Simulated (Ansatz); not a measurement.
**HfO$_{2}$: a changed input and its effect**

System: HfO$_{2}$ (P2₁2₁2, 12 atoms in the cell).
Method of run A: Kohn-Sham DFT of a periodic cell, PBE, Ansatz PAW, no spin polarisation (Ansatz 0.2.0).

The structure derives from a Materials Project entry. Text and figures count atoms from 1; the logs count them from 0 in places.

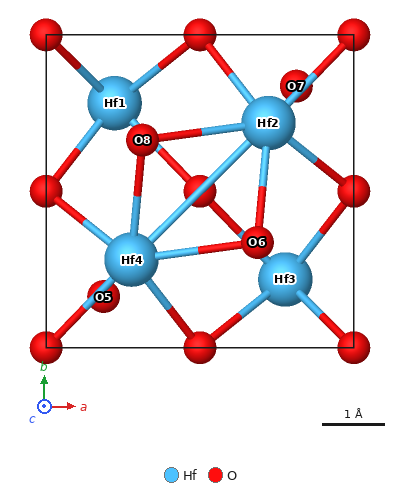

The structure as given in the input (ball-and-stick view of the cell of the calculation, along the c axis; atoms are numbered from 1 in the order of the input).

### The input, run A
```yaml
crystal:
  lattice:
    - [4.9766103121, 0.0, 0.0]
    - [0.0, 5.0594324074, 0.0]
    - [0.0, 0.0, 4.7910416829]
  atoms:
    - { symbol: Hf, position: [0.22259082, 0.78179958, 0.27206794] }
    - { symbol: Hf, position: [0.72259082, 0.71820042, 0.72793206] }
    - { symbol: Hf, position: [0.77740918, 0.21820042, 0.27206794] }
    - { symbol: Hf, position: [0.27740918, 0.28179958, 0.72793206] }
    - { symbol: O, position: [0.18681532, 0.16364878, 0.10453462] }
    - { symbol: O, position: [0.68681532, 0.33635122, 0.89546538] }
    - { symbol: O, position: [0.81318468, 0.83635122, 0.10453462] }
    - { symbol: O, position: [0.31318468, 0.66364878, 0.89546538] }
    - { symbol: O, position: [0.0, 0.5, 0.48905445] }
    - { symbol: O, position: [0.5, 0.0, 0.51094555] }
    - { symbol: O, position: [0.0, 0.0, 0.57562499] }
    - { symbol: O, position: [0.5, 0.5, 0.42437501] }
hamiltonian:
  xc: pbe
  pseudopotentials: { kind: paw }
kpoints:
  mp_grid: { grid: [5, 5, 6] }
scf:
  occupations: { method: fermi_dirac, width: 0.05 }
output:
  forces: true
  stress: true
  eigenvalues: true
  write_density: true
  write_potential: true
  elf: true
  volumetric_format: npy
```

Command:
```bash
ansatz run input.yaml --threads 4 --pin off --max-ram 11264MiB --backend cpu --events-out ev --progress --plain --runs-dir out
```

Hardware: 4 threads of Arm Neoverse V1, 24 GiB of memory available, shared host.

### Output, shortened to warnings, some set-up lines, iterations and results (run A)
```
Basis set: ecut = 420 eV, 2365 PW (Γ), exchange–correlation on 72×72×72 points (8 copies of the dense FFT grid, shifted against one another)
Symmetry: 4 space group operations
k-points: 36 of 150 (time reversal used)
Initial density: superposition of atomic densities (neutral atoms: chi_scale 0, normalization atom), corrected by the library's trained network
[...]
SCF iter   1: F=—  HF=-67444.565045 eV  |F-HF|=—  |Δ(HF+E_count)|=         —  Δρ=3.91e-3  dr2=7.46e-3  ethr=1.77e-3  ⟨swp⟩=5.8  Hψ=10333  notcnv=0  defer=116
SCF iter   2: F=—  HF=-67444.563618 eV  |F-HF|=—  |Δ(HF+E_count)|=   1.43e-3  Δρ=2.01e-3  dr2=1.91e-3  ethr=4.91e-6  ⟨swp⟩=2.0  Hψ=5984  notcnv=0  defer=123
SCF iter   3: F=—  HF=-67444.564314 eV  |F-HF|=—  |Δ(HF+E_count)|=   6.96e-4  Δρ=6.54e-4  dr2=3.64e-4  ethr=1.26e-6  ⟨swp⟩=2.0  Hψ=5332  notcnv=0  defer=123
SCF iter   4: F=—  HF=-67444.564349 eV  |F-HF|=—  |Δ(HF+E_count)|=   3.44e-5  Δρ=1.68e-4  dr2=3.77e-5  ethr=2.39e-7  ⟨swp⟩=2.0  Hψ=5033  notcnv=0  defer=123
SCF iter   5: F=—  HF=-67444.564216 eV  |F-HF|=—  |Δ(HF+E_count)|=   1.32e-4  Δρ=8.23e-5  dr2=9.78e-6  ethr=2.48e-8  ⟨swp⟩=2.0  Hψ=5652  notcnv=0  defer=123
SCF iter   6: F=—  HF=-67444.564212 eV  |F-HF|=—  |Δ(HF+E_count)|=   3.83e-6  Δρ=3.64e-5  dr2=2.00e-6  ethr=6.43e-9  ⟨swp⟩=2.0  Hψ=5715  notcnv=0  defer=123
SCF iter   7: F=—  HF=-67444.564213 eV  |F-HF|=—  |Δ(HF+E_count)|=   2.63e-7  Δρ=1.53e-5  dr2=2.95e-7  ethr=1.32e-9  ⟨swp⟩=2.0  Hψ=5165  notcnv=0  defer=123
SCF iter   8: F=-67444.564213 eV  HF=-67444.564213 eV  |F-HF|=7.19e-9  |Δ(HF+E_count)|=   5.65e-8  Δρ=7.01e-6  dr2=4.35e-8  ethr=6.58e-11  ⟨swp⟩=14.0  Hψ=25645  notcnv=0
SCF 1 converged in 8 iterations: F = -67444.564213 eV  dr2 = 4.35e-8
SCF converged after 8 iterations
Free energy (F): -67444.564213 eV
Harris-Foulkes:  -67444.564213 eV  (|F-HF|=7.19e-9)
Internal energy: -67444.564213 eV  (E = F + TS)
E sigma→0 (E₀):  -67444.564213 eV
Fermi energy:    19.186327 eV
--- Per-component energies (eV) ---
  E_band       = 464.542442
  E_kinetic    = 3123.862817
  E_local      = -22224.864213  (includes V_loc(G=0)·N_el)
  E_nonlocal   = -4582.610997
  E_hartree    = 10290.712375
  E_xc         = -1800.935933
  E_vxc        = -1832.474222  (∫ρ·V_xc dr)
  E_paw        = -28982.001532  (= ΣΔE_a)
  E_vpaw       = 5399.185781  (= ΣTr[D̂ρ^β])
  E_aug_tail   = 0.020008  (compensation charges beyond the density's cutoff)
  E_ewald      = -23268.746737
  E_smearing   = -0.000000  (= −TS)
  E_closure    = 0.000000  (closes the sum)
  Σ components = -67444.564213   (vs F -67444.564213, Δ=0.00e0)
--- Forces (eV/Å), atoms counted from 1 ---
  atom   1  Hf     0.19556102    -0.20203392     0.10414062
  atom   2  Hf     0.19556102     0.20203392    -0.10414062
  atom   3  Hf    -0.19556102     0.20203392     0.10414062
  atom   4  Hf    -0.19556102    -0.20203392    -0.10414062
  atom   5  O      0.15324422     0.28591953     0.61028242
  atom   6  O      0.15324422    -0.28591953    -0.61028242
  atom   7  O     -0.15324422    -0.28591953     0.61028242
  atom   8  O     -0.15324422     0.28591953    -0.61028242
  atom   9  O     -0.00000000     0.00000000    -0.02182511
  atom  10  O     -0.00000000     0.00000000     0.02182511
  atom  11  O     -0.00000000    -0.00000000     0.57417034
  atom  12  O     -0.00000000     0.00000000    -0.57417034
  max |Σ_I F_I| component: 1.11e-16 eV/Å
--- Stress (GPa, compression-positive) ---
       27.417291       0.000000       0.000000
        0.000000      30.448998       0.000000
        0.000000       0.000000      32.180736
  P = ⅓ Tr σ = 30.0157 GPa (300.157 kbar)
```

The input of run B differs as follows (lines with − go, lines with + come):
```diff
-    - [4.9766103121, 0.0, 0.0]
-    - [0.0, 5.0594324074, 0.0]
-    - [0.0, 0.0, 4.7910416829]
+    - [5.1139648799, 0.0, 0.0]
+    - [0.0, 5.199072867, 0.0]
+    - [0.0, 0.0, 4.9232745519]
```

What does this change do to the results?

With the same functional and potentials, run B lies 87.6 meV per atom lower. The gap on the mesh goes from 4.02 to 3.80 eV. The pressure goes from 30.02 to 4.50 GPa. The largest force goes from 0.691 to 0.088 eV/Å. The volume per atom goes from 10.05 to 10.91 Å³. The cell is scaled evenly with the atoms at fixed fractional positions, so −ΔP/Δ ln V estimates the bulk modulus midway between the two volumes: about 310 GPa. The number of SCF iterations is the same. The plane waves at Γ go from 2365 to 2557.

### Output, shortened to warnings, some set-up lines, iterations and results (run B)
```
Basis set: ecut = 420 eV, 2557 PW (Γ), exchange–correlation on 72×72×72 points (8 copies of the dense FFT grid, shifted against one another)
Symmetry: 4 space group operations
k-points: 36 of 150 (time reversal used)
Initial density: superposition of atomic densities (neutral atoms: chi_scale 0, normalization atom), corrected by the library's trained network
[...]
SCF iter   1: F=—  HF=-67445.614819 eV  |F-HF|=—  |Δ(HF+E_count)|=         —  Δρ=3.87e-3  dr2=1.00e-2  ethr=1.77e-3  ⟨swp⟩=5.1  Hψ=10314  notcnv=0  defer=125
SCF iter   2: F=—  HF=-67445.614803 eV  |F-HF|=—  |Δ(HF+E_count)|=   1.62e-5  Δρ=1.88e-3  dr2=1.87e-3  ethr=6.60e-6  ⟨swp⟩=2.0  Hψ=5976  notcnv=0  defer=128
SCF iter   3: F=—  HF=-67445.615476 eV  |F-HF|=—  |Δ(HF+E_count)|=   6.73e-4  Δρ=7.64e-4  dr2=4.67e-4  ethr=1.23e-6  ⟨swp⟩=2.0  Hψ=5015  notcnv=0  defer=128
SCF iter   4: F=—  HF=-67445.615653 eV  |F-HF|=—  |Δ(HF+E_count)|=   1.78e-4  Δρ=1.71e-4  dr2=4.82e-5  ethr=3.07e-7  ⟨swp⟩=2.0  Hψ=5081  notcnv=0  defer=128
SCF iter   5: F=—  HF=-67445.615495 eV  |F-HF|=—  |Δ(HF+E_count)|=   1.58e-4  Δρ=1.03e-4  dr2=1.57e-5  ethr=3.17e-8  ⟨swp⟩=2.0  Hψ=5709  notcnv=0  defer=128
SCF iter   6: F=—  HF=-67445.615492 eV  |F-HF|=—  |Δ(HF+E_count)|=   3.58e-6  Δρ=3.80e-5  dr2=2.23e-6  ethr=1.03e-8  ⟨swp⟩=2.0  Hψ=5317  notcnv=0  defer=128
SCF iter   7: F=—  HF=-67445.615492 eV  |F-HF|=—  |Δ(HF+E_count)|=   6.64e-7  Δρ=1.81e-5  dr2=3.78e-7  ethr=1.46e-9  ⟨swp⟩=2.0  Hψ=5188  notcnv=0  defer=128
SCF iter   8: F=-67445.615492 eV  HF=-67445.615492 eV  |F-HF|=7.39e-9  |Δ(HF+E_count)|=   3.32e-9  Δρ=7.33e-6  dr2=5.70e-8  ethr=6.58e-11  ⟨swp⟩=13.3  Hψ=23735  notcnv=0
SCF 1 converged in 8 iterations: F = -67445.615492 eV  dr2 = 5.70e-8
SCF converged after 8 iterations
Free energy (F): -67445.615492 eV
Harris-Foulkes:  -67445.615492 eV  (|F-HF|=7.39e-9)
Internal energy: -67445.615492 eV  (E = F + TS)
E sigma→0 (E₀):  -67445.615492 eV
Fermi energy:    17.447501 eV
--- Per-component energies (eV) ---
  E_band       = 186.296671
  E_kinetic    = 3090.697085
  E_local      = -23167.691191  (includes V_loc(G=0)·N_el)
  E_nonlocal   = -4587.791659
  E_hartree    = 10628.649552
  E_xc         = -1792.085158
  E_vxc        = -1820.602810  (∫ρ·V_xc dr)
  E_paw        = -28973.636143  (= ΣΔE_a)
  E_vpaw       = 5414.369647  (= ΣTr[D̂ρ^β])
  E_aug_tail   = 0.019928  (compensation charges beyond the density's cutoff)
  E_ewald      = -22643.777906
  E_smearing   = -0.000000  (= −TS)
  E_closure    = -0.000000  (closes the sum)
  Σ components = -67445.615492   (vs F -67445.615492, Δ=0.00e0)
--- Forces (eV/Å), atoms counted from 1 ---
  atom   1  Hf     0.03053261    -0.02442648    -0.07926772
  atom   2  Hf     0.03053261     0.02442648     0.07926772
  atom   3  Hf    -0.03053261     0.02442648    -0.07926772
  atom   4  Hf    -0.03053261    -0.02442648     0.07926772
  atom   5  O      0.01551835     0.02190913     0.02969125
  atom   6  O      0.01551835    -0.02190913    -0.02969125
  atom   7  O     -0.01551835    -0.02190913     0.02969125
  atom   8  O     -0.01551835     0.02190913    -0.02969125
  atom   9  O     -0.00000000     0.00000000     0.00075832
  atom  10  O     -0.00000000     0.00000000    -0.00075832
  atom  11  O      0.00000000    -0.00000000     0.05881512
  atom  12  O      0.00000000     0.00000000    -0.05881512
  max |Σ_I F_I| component: 2.08e-17 eV/Å
--- Stress (GPa, compression-positive) ---
        4.488437       0.000000       0.000000
        0.000000       4.578414       0.000000
        0.000000       0.000000       4.446626
  P = ⅓ Tr σ = 4.5045 GPa (45.045 kbar)
```

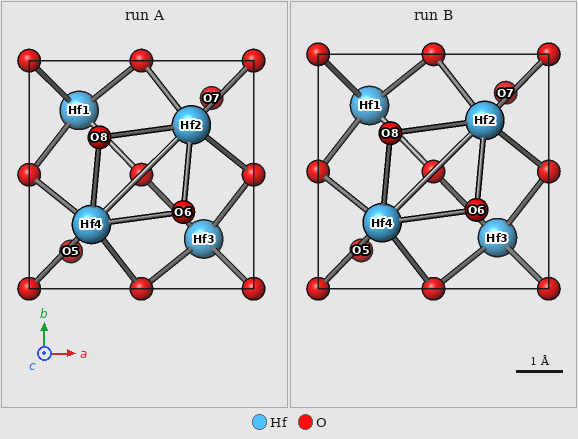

The two input geometries at one scale (ball-and-stick view of the cell of the calculation, along the c axis). No atom moves by more than 0.005 Å relative to the cell. Cell: a 4.977 → 5.114 Å (+2.8 %), b 5.059 → 5.199 Å (+2.8 %), c 4.791 → 4.923 Å (+2.8 %). Volume +8.5 %. Among the contacts that change: Hf–Hf 3.128 → 3.214 Å, Hf–O 2.207 → 2.268 Å, Hf–O 2.136 → 2.195 Å, Hf–O 2.115 → 2.173 Å.

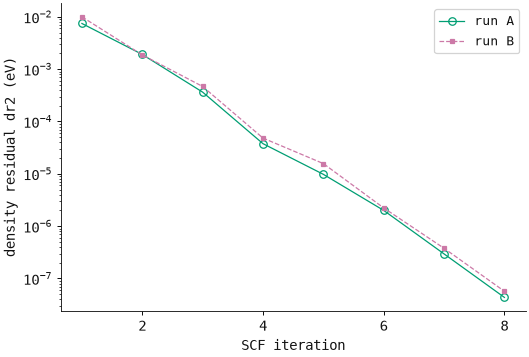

Convergence of the two runs: density residual dr2 against the SCF iteration. Run A takes 8 iterations in all, and run B takes 8.

### The two runs side by side

```csv
quantity,run A,run B
outcome,converged,converged
free energy per atom (eV),−5620.3804,−5620.4680
gap on the mesh (eV),4.02,3.80
pressure (GPa),30.02,4.50
volume per atom (Å³),10.05,10.91
largest force (eV/Å),0.691,0.088
SCF iterations,8,8
irreducible k-points,36,36
plane waves at Γ,2365,2557
wall time (shared host),19 s,20 s
```

For both runs: Spin–orbit coupling is left out, which matters for Hf. For run A: The cell is under a pressure of 30 GPa at this level, so it is not at its equilibrium volume.
